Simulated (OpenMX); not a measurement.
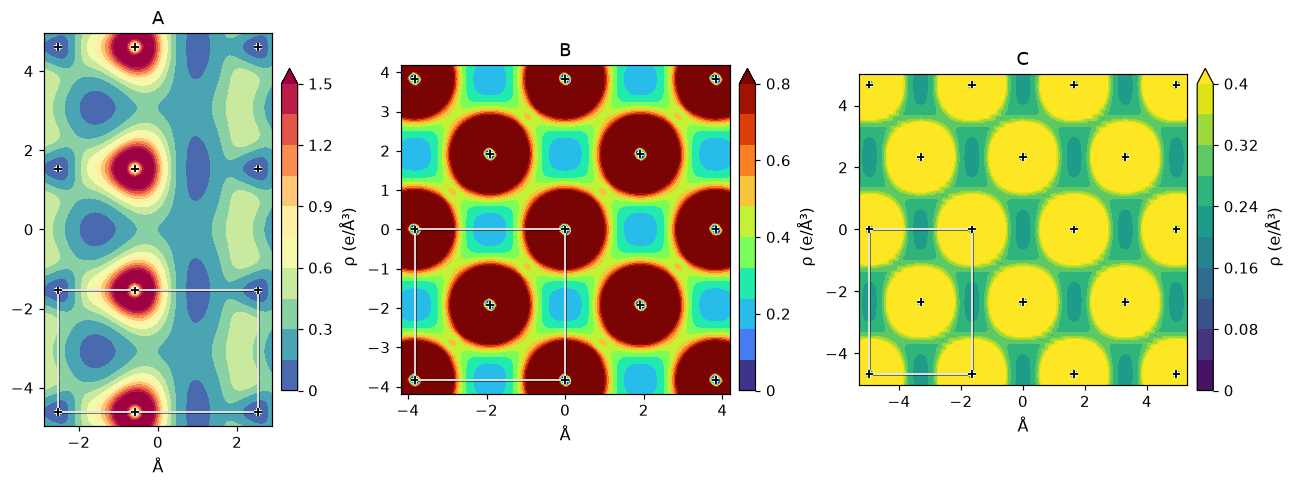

The valence pseudo-density of 3 systems, each on a plane through atoms (crosses mark nuclei in the plane).

Method: Kohn-Sham DFT of a periodic cell, LDA, OpenMX 2013 LDA set in OpenMX.

System 1: Ir, the (100) plane of the conventional cell. Space group Fm-3m; computed pressure about −4 GPa in this cell.

```xyz
4
Lattice="3.8312 0.0000 0.0000 0.0000 3.8312 0.0000 0.0000 0.0000 3.8312" Properties=species:S:1:pos:R:3 pbc="T T T"
Ir    0.0000    0.0000    0.0000
Ir    1.9156    1.9156    0.0000
Ir    1.9156    0.0000    1.9156
Ir    0.0000    1.9156    1.9156
```

System 2: Ta, the (011̄) plane of the conventional cell. Space group Im-3m; computed pressure about −10 GPa in this cell.

```
Ta
1.0
     3.30256    0.00000    0.00000
     0.00000    3.30256    0.00000
     0.00000    0.00000    3.30256
Ta
2
Direct
  0.00000 0.00000 0.00000
  0.50000 0.50000 0.50000
```

System 3: SiC, the (11̄0) plane of the conventional cell. Space group P6₃mc; not relaxed (largest force 0.8 eV/Å).

```yaml
crystal:
  lattice:
    - [3.07600, 0.00000, 0.00000]
    - [-1.53800, 2.66389, 0.00000]
    - [0.00000, 0.00000, 5.04800]
  atoms:
    - { symbol: Si, position: [0.66667, 0.33333, 0.50000] }
    - { symbol: Si, position: [0.33333, 0.66667, 0.00000] }
    - { symbol: C, position: [0.66667, 0.33333, 0.88500] }
    - { symbol: C, position: [0.33333, 0.66667, 0.38500] }
```

Match each panel to its system.

Answer. Panel A is system 3, SiC: the plane holds Si and C. Si–C (1.94 Å): ρ is about 0.77 e/Å³ halfway. Panel B is system 1, Ir: the plane holds Ir. Ir–Ir (2.71 Å): ρ is about 0.5 e/Å³ halfway. Panel C is system 2, Ta: the plane holds Ta. Ta–Ta (2.86 Å): ρ is about 0.3 e/Å³ halfway.
